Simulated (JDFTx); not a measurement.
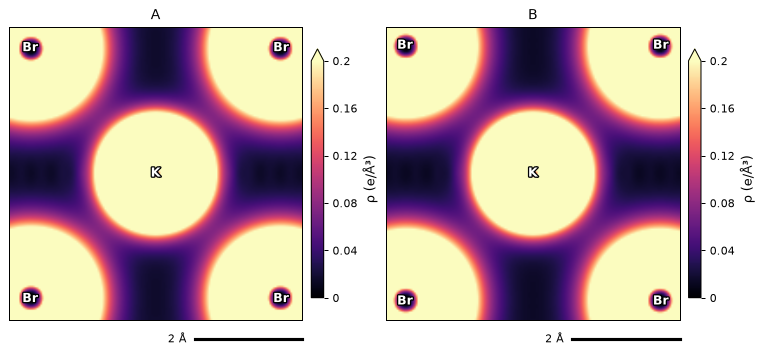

KBr. The valence charge density (pseudo) of two cells that differ in size, on the (101) plane of each (indices in the axes of the calculation cell), at one length scale and on one colour scale; one has 35.9 and the other 38.1 Å³ an atom.

Space group Fm-3m.

All numbers below come from JDFTx 1.7.0 (patched build), Kohn-Sham DFT of a periodic cell, PBEsol, PseudoDojo-SR-PBEsol-0.4.1-standard.

In a pseudopotential calculation such maps are meaningful between the atoms, not at the nuclei.

> Which is the denser cell? Describe the effect of the change.

Panel A is the smaller cell, by 6 % in volume. From the larger cell to the smaller, K–Br goes from 3.36 to 3.30 Å, and the density at its midpoint from 0.08 to 0.09 e/Å³; the pressure goes from −1.0 to −0.3 GPa; the Kohn–Sham gap goes from 4.1 eV to 4.3 eV.
